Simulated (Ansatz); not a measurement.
# What a change does: single-point calculation on LiCl

System: LiCl (2 atoms in the cell).
Method of run A: DFT, r2SCAN, plane waves, PAW, no spin polarisation (Ansatz 0.2.0).

The structure was built on a prototype by a generator. The geometry comes from this level: r2SCAN. Text and figures count atoms from 1; the logs count them from 0 in places.

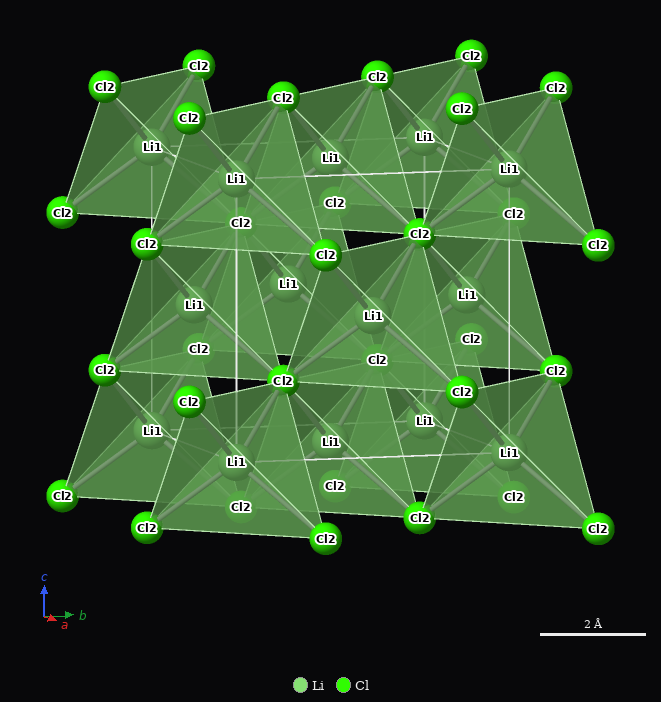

**Figure 1.** The input geometry (polyhedral view of the cell 4 times as large as that of the calculation, set on its symmetry axes, seen slightly off an axis; polyhedra are completed across the faces of the cell; atoms are numbered from 1 in the order of the input).

**Input file, run A**
```yaml
crystal:
  lattice:
    - [0.0, 2.7330425368, 2.7330425368]
    - [2.7330425368, 0.0, 2.7330425368]
    - [2.7330425368, 2.7330425368, 0.0]
  atoms:
    - { symbol: Li, position: [0.0, 0.0, 0.0] }
    - { symbol: Cl, position: [0.25, 0.25, 0.25] }
kpoints:
  mp_grid: { grid: [6, 6, 6] }
hamiltonian:
  xc: r2scan
scf:
  occupations: { method: fixed }
  n_extra_bands: 4
output:
  forces: true
  stress: true
  eigenvalues: true
```

Launched with:
```bash
ansatz run input.yaml --threads 2 --pin off --max-ram 2764MiB --backend cpu --events-out ev --progress --plain --runs-dir out
```

Hardware: 2 threads of Arm Neoverse V1, 24 GiB of memory available, shared host.

**Output, shortened to warnings, some set-up lines, iterations and results (run A)**
```
Basis set: ecut = 500 eV, 1037 PW (Γ), exchange–correlation on 120×120×120 points (64 copies of the dense FFT grid, shifted against one another)
Symmetry: 24 space group operations
k-points: 16 of 216 (time reversal used)
Initial density: superposition of atomic densities (neutral atoms: chi_scale 0, normalization atom), corrected by the library's trained network
[...]
SCF iter   1: F=—  HF=-1292.759698 eV  |F-HF|=—  |Δ(HF+E_count)|=         —  Δρ=4.04e-3  dr2=3.58e-3  dr2_τ=2.44e-3  ethr=1.77e-3  ⟨swp⟩=5.8  Hψ=943  notcnv=0  defer=26
SCF iter   2: F=—  HF=-1292.781554 eV  |F-HF|=—  |Δ(HF+E_count)|=   2.19e-2  Δρ=1.79e-3  dr2=6.04e-4  dr2_τ=4.20e-5  ethr=3.58e-5  ⟨swp⟩=3.0  Hψ=421  notcnv=0  defer=27
SCF iter   3: F=—  HF=-1292.781678 eV  |F-HF|=—  |Δ(HF+E_count)|=   1.24e-4  Δρ=4.95e-4  dr2=4.70e-5  dr2_τ=8.92e-6  ethr=6.04e-6  ⟨swp⟩=2.0  Hψ=180  notcnv=0  defer=28
SCF iter   4: F=—  HF=-1292.781689 eV  |F-HF|=—  |Δ(HF+E_count)|=   1.08e-5  Δρ=2.87e-5  dr2=1.87e-7  dr2_τ=1.69e-8  ethr=4.70e-7  ⟨swp⟩=2.0  Hψ=220  notcnv=0  defer=9
SCF iter   5: F=-1292.781689 eV  HF=-1292.781689 eV  |F-HF|=1.14e-8  |Δ(HF+E_count)|=   4.88e-7  Δρ=5.30e-6  dr2=3.98e-9  dr2_τ=6.33e-10  ethr=1.87e-9  ⟨swp⟩=2.1  Hψ=207  …
SCF iter   6: F=-1292.781689 eV  HF=-1292.781689 eV  |F-HF|=3.28e-10  |Δ(HF+E_count)|=   1.21e-8  Δρ=7.35e-7  dr2=2.51e-10  dr2_τ=2.10e-11  ethr=3.98e-11  ⟨swp⟩=4.2  Hψ=744  …
SCF 1 converged in 6 iterations: F = -1292.781689 eV  dr2 = 2.51e-10
SCF converged after 6 iterations
Free energy (F): -1292.781689 eV
Harris-Foulkes:  -1292.781689 eV  (|F-HF|=3.28e-10)
Internal energy: -1292.781689 eV  (E = F + TS)
E sigma→0 (E₀):  -1292.781689 eV
Fermi energy:    -0.625533 eV
--- Per-component energies (eV) ---
  E_band       = -125.663121
  E_kinetic    = 183.538770
  E_local      = -395.487006  (includes V_loc(G=0)·N_el)
  E_nonlocal   = -4.885070
  E_hartree    = 122.570677
  E_xc         = -115.238829
  E_vxc        = -150.722595  (∫ρ·V_xc dr)
  E_paw        = -688.512012  (= ΣΔE_a)
  E_vpaw       = -11.427914  (= ΣTr[D̂ρ^β])
  E_aug_tail   = -0.000059  (compensation charges beyond the density's cutoff)
  E_vtau       = 8.179533  (kinetic-family band-sum trace: ∫τ·v_τ [+ j·A + Jᵃ·Aᵃ] dr)
  E_ewald      = -394.631752
  E_core_change = -0.136407  (= ΣΔE_core)
  E_smearing   = -0.000000  (= −TS)
  E_closure    = -0.000000  (closes the sum)
  Σ components = -1292.781689   (vs F -1292.781689, Δ=0.00e0)
--- Forces (eV/Å), atoms counted from 1 ---
  atom   1  Li     0.00000000     0.00000000    -0.00000000
  atom   2  Cl     0.00000000    -0.00000000     0.00000000
  max |Σ_I F_I| component: 1.85e-16 eV/Å
--- Stress (GPa, compression-positive) ---
        0.015570      -0.000000      -0.000000
        0.000000       0.015570       0.000000
       -0.000000       0.000000       0.015570
  P = ⅓ Tr σ = 0.0156 GPa (0.156 kbar)
```

For run B the input was changed thus:
```diff
-    - [0.0, 2.7330425368, 2.7330425368]
-    - [2.7330425368, 0.0, 2.7330425368]
-    - [2.7330425368, 2.7330425368, 0.0]
+    - [0.0, 2.7601041238, 2.7601041238]
+    - [2.7601041238, 0.0, 2.7601041238]
+    - [2.7601041238, 2.7601041238, 0.0]
```

What does this change do to the results?

With the same functional and potentials, run B lies 1.4 meV per atom higher. The gap on the mesh goes from 6.71 to 6.60 eV. The pressure goes from 0.02 to −0.72 GPa. The volume per atom goes from 20.41 to 21.03 Å³. The cell is scaled evenly with the atoms at fixed fractional positions, so −ΔP/Δ ln V estimates the bulk modulus midway between the two volumes: about 25 GPa. The number of SCF iterations is the same. The plane waves at Γ go from 1037 to 1067.

**Output, shortened to warnings, some set-up lines, iterations and results (run B)**
```
Basis set: ecut = 500 eV, 1067 PW (Γ), exchange–correlation on 120×120×120 points (64 copies of the dense FFT grid, shifted against one another)
Symmetry: 24 space group operations
k-points: 16 of 216 (time reversal used)
Initial density: superposition of atomic densities (neutral atoms: chi_scale 0, normalization atom), corrected by the library's trained network
[...]
SCF iter   1: F=—  HF=-1292.757248 eV  |F-HF|=—  |Δ(HF+E_count)|=         —  Δρ=4.00e-3  dr2=3.66e-3  dr2_τ=2.21e-3  ethr=1.77e-3  ⟨swp⟩=5.6  Hψ=940  notcnv=0  defer=25
SCF iter   2: F=—  HF=-1292.778785 eV  |F-HF|=—  |Δ(HF+E_count)|=   2.15e-2  Δρ=1.76e-3  dr2=6.11e-4  dr2_τ=4.23e-5  ethr=3.66e-5  ⟨swp⟩=3.0  Hψ=423  notcnv=0  defer=26
SCF iter   3: F=—  HF=-1292.778924 eV  |F-HF|=—  |Δ(HF+E_count)|=   1.38e-4  Δρ=4.92e-4  dr2=4.82e-5  dr2_τ=8.95e-6  ethr=6.11e-6  ⟨swp⟩=2.0  Hψ=179  notcnv=0  defer=29
SCF iter   4: F=—  HF=-1292.778935 eV  |F-HF|=—  |Δ(HF+E_count)|=   1.11e-5  Δρ=2.79e-5  dr2=1.71e-7  dr2_τ=1.69e-8  ethr=4.82e-7  ⟨swp⟩=2.0  Hψ=224  notcnv=0  defer=16
SCF iter   5: F=-1292.778935 eV  HF=-1292.778935 eV  |F-HF|=1.16e-8  |Δ(HF+E_count)|=   5.13e-7  Δρ=5.44e-6  dr2=4.25e-9  dr2_τ=6.82e-10  ethr=1.71e-9  ⟨swp⟩=2.1  Hψ=209  …
SCF iter   6: F=-1292.778935 eV  HF=-1292.778935 eV  |F-HF|=2.97e-10  |Δ(HF+E_count)|=   1.21e-8  Δρ=6.99e-7  dr2=2.34e-10  dr2_τ=1.94e-11  ethr=4.25e-11  ⟨swp⟩=4.7  Hψ=754  …
SCF 1 converged in 6 iterations: F = -1292.778935 eV  dr2 = 2.34e-10
SCF converged after 6 iterations
Free energy (F): -1292.778935 eV
Harris-Foulkes:  -1292.778935 eV  (|F-HF|=2.97e-10)
Internal energy: -1292.778935 eV  (E = F + TS)
E sigma→0 (E₀):  -1292.778935 eV
Fermi energy:    -0.819853 eV
--- Per-component energies (eV) ---
  E_band       = -127.403555
  E_kinetic    = 183.205807
  E_local      = -401.209968  (includes V_loc(G=0)·N_el)
  E_nonlocal   = -4.926473
  E_hartree    = 124.657498
  E_xc         = -115.108786
  E_vxc        = -150.575829  (∫ρ·V_xc dr)
  E_paw        = -688.497964  (= ΣΔE_a)
  E_vpaw       = -11.419526  (= ΣTr[D̂ρ^β])
  E_aug_tail   = -0.000077  (compensation charges beyond the density's cutoff)
  E_vtau       = 8.207646  (kinetic-family band-sum trace: ∫τ·v_τ [+ j·A + Jᵃ·Aᵃ] dr)
  E_ewald      = -390.762565
  E_core_change = -0.136407  (= ΣΔE_core)
  E_smearing   = -0.000000  (= −TS)
  E_closure    = -0.000000  (closes the sum)
  Σ components = -1292.778935   (vs F -1292.778935, Δ=0.00e0)
--- Forces (eV/Å), atoms counted from 1 ---
  atom   1  Li     0.00000000    -0.00000000    -0.00000000
  atom   2  Cl     0.00000000    -0.00000000    -0.00000000
  max |Σ_I F_I| component: 1.57e-16 eV/Å
--- Stress (GPa, compression-positive) ---
       -0.715905       0.000000      -0.000000
       -0.000000      -0.715905       0.000000
       -0.000000       0.000000      -0.715905
  P = ⅓ Tr σ = -0.7159 GPa (-7.159 kbar)
```

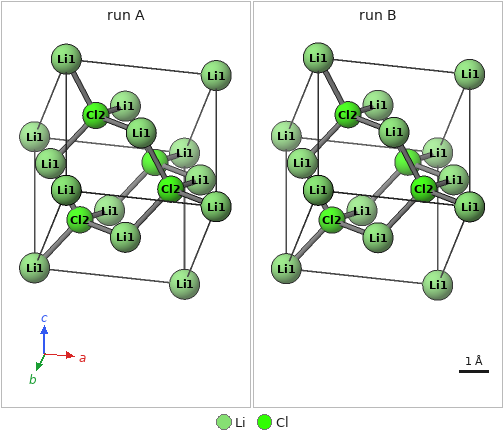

**Figure 2.** The two input geometries at one scale (ball-and-stick view of the cell 4 times as large as that of the calculation, set on its symmetry axes, seen at an oblique angle). The atoms keep their places relative to the cell (all moves are under 0.005 Å). The drawn cell changes as follows: a = b = c 5.466 → 5.520 Å (+1.0 %); the volume changes by +3.0 %. Among the contacts that change: Li1–Cl2 2.367 → 2.390 Å.

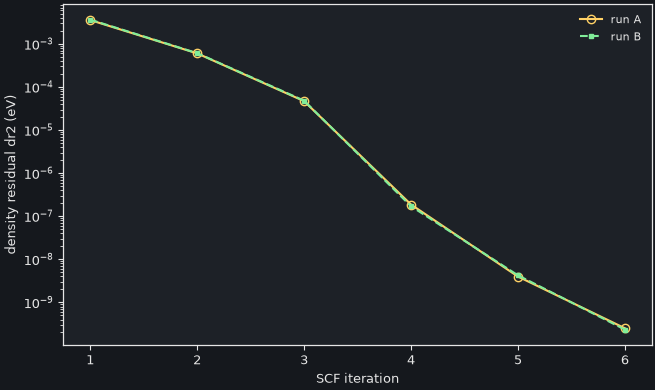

**Figure 3.** Convergence of the two runs: density residual dr2 against the SCF iteration. Run A takes 6 iterations in all, and run B takes 6.

**The two runs side by side**

```csv
quantity,run A,run B
outcome,converged,converged
free energy per atom (eV),−646.3908,−646.3895
gap on the mesh (eV),6.71,6.60
pressure (GPa),0.02,−0.72
volume per atom (Å³),20.41,21.03
largest force (eV/Å),0.000,0.000
SCF iterations,6,6
irreducible k-points,16,16
plane waves at Γ,1037,1067
wall time (shared host),1.2 s,1.2 s
```
